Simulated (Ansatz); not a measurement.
Consider Mo₇S₁₂.

Input file:

```
crystal:
  lattice:
    - [1.52614, 4.545319, -6.154554]
    - [3.009477, -3.617985, -6.151317]
    - [-4.693554, -0.952202, -6.217363]
  atoms:
    - { symbol: Mo, position: [0.4638511566, 0.8184143793, 0.7302713449] }
    - { symbol: Mo, position: [0.7011084161, 0.4376715617, 0.8305699798] }
    - { symbol: Mo, position: [0.1510497313, 0.3184404875, 0.518689741] }
    - { symbol: Mo, position: [0.8600899448, 0.7088417866, 0.4438795673] }
    - { symbol: Mo, position: [0.2651449729, 0.5987217011, 0.124673243] }
    - { symbol: Mo, position: [0.5778371299, 0.1153273362, 0.2958549492] }
    - { symbol: Mo, position: [0.9724368013, 0.9849118896, 0.0350222725] }
    - { symbol: S, position: [0.6709664132, 0.0997941732, 0.9647530964] }
    - { symbol: S, position: [0.9480389413, 0.6688671143, 0.117103452] }
    - { symbol: S, position: [0.3814483589, 0.5224982809, 0.8196268735] }
    - { symbol: S, position: [0.1242719764, 0.9767782223, 0.6941686437] }
    - { symbol: S, position: [0.5306179745, 0.8061017841, 0.4037998517] }
    - { symbol: S, position: [0.8201427718, 0.3786864988, 0.5323026532] }
    - { symbol: S, position: [0.2550719792, 0.2477316079, 0.2335940024] }
    - { symbol: S, position: [0.2002575786, 0.6229754422, 0.4474536763] }
    - { symbol: S, position: [0.4567025584, 0.1872927085, 0.6004667237] }
    - { symbol: S, position: [0.8904303442, 0.0619662684, 0.3220857314] }
    - { symbol: S, position: [0.3115371027, 0.9231033335, 0.0205211973] }
    - { symbol: S, position: [0.7783670195, 0.7213100885, 0.7810783155] }
basis:
  ecutwfc: 420
kpoints:
  mp_grid: { grid: [5, 5, 5] }
hamiltonian:
  xc: pbe
  dispersion: d3bj
scf:
  occupations: { method: gaussian, width: 0.1 }
  n_extra_bands: 9
output:
  forces: true
  stress: true
  eigenvalues: true
  populations: true
  dos:
    method: { smearing: { sigma: 0.1, scheme: gaussian } }
    projected: true
    de: 0.02
  write_density: true
  write_potential: true
  elf: true
  volumetric_format: npy
```

Run with:

```sh
ansatz run input.yaml --threads 4 --pin off --max-ram 9216MiB --backend cpu --events-out ev --progress --plain --runs-dir out
```

Below, planes, directions and counts refer to the conventional cell (a = 7.75 Å, b = 7.80 Å, c = 7.85 Å, α = 64.07°, β = 63.03°, γ = 64.51°).

Space group P1; a generated structure, not necessarily the stable one; computed without spin polarisation.

Computed with DFT PBE+D3(BJ), scalar-relativistic, plane waves, PAW (Ansatz 0.2.0).

What can the converged valence pseudo-density and electron localisation function tell about the bonding?

Mo–S (2.32 Å): ρ is about 0.7 e/Å³ halfway; the ELF peaks at about 0.80 in the valence shell of S, 0.8 Å from its nucleus, and is about 0.45 at the midpoint.
Mo–S (2.32 Å): ρ is about 0.7 e/Å³ halfway; the ELF peaks at about 0.80 in the valence shell of S, 0.8 Å from its nucleus, and is about 0.45 at the midpoint.

Does the calculation make it a metal, or give it a gap?

It is metallic or semimetallic at this level of theory: no gap opens; semilocal functionals without U, or without the true magnetic order, often close the gap of such compounds.

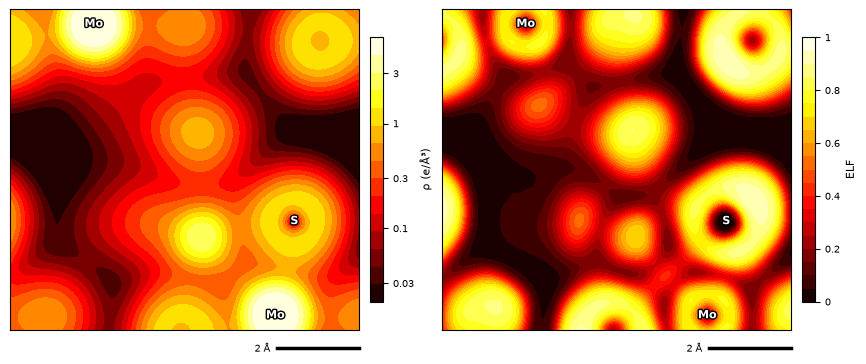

Computed valence pseudo-density and electron localisation function on the (001) plane of the conventional cell, in this order. Atoms just off the plane (Mo, 0.7 Å away and S, 0.3 Å away) can leave unmarked features too.

In a PAW calculation such maps are meaningful between the atoms, not at the nuclei.
